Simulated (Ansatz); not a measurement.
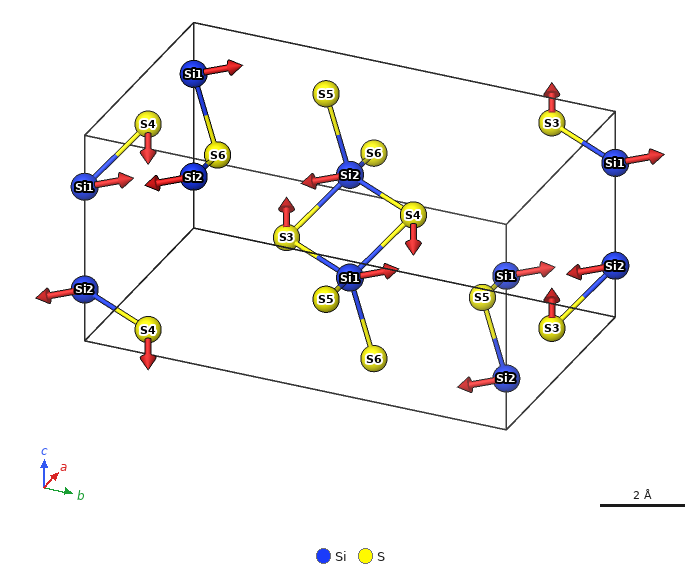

Normal modes of solid SiS2, space group Ibam (No. 72), at the zone centre. The optical levels lie at 22, 112, 171, 173, 174, 176, 342, 353, 416 (×2), 417, 451, 571 (×2), 608 cm⁻¹. One mode is drawn. Displacements are drawn as red arrows; their common scale and sign are arbitrary. Style: ball-and-stick. Shown: the conventional cell (2 times the calculation's cell), from a free direction. Lengths and directions refer to the drawn axes.

All numbers below come from DFT PBE, scalar-relativistic, plane waves, PAW in Ansatz 0.2.0. (plane-wave cutoff 420 eV; k-point mesh 6 × 6 × 6; occupations fixed; no spin polarisation)

Frequencies are those without the non-analytic (LO–TO) term.

Which of these frequencies is the drawn mode's?

The level at 416 cm⁻¹. This is a doubly degenerate mode (one member of the set is drawn), optical level 9 of 13, counted from below. Atoms of one kind move against one another, with no net shift of any sublattice; of the bonds it mainly stretches S–Si, some lengthening while others shorten; the kinetic energy is shared as Si 55 %, S 45 %.
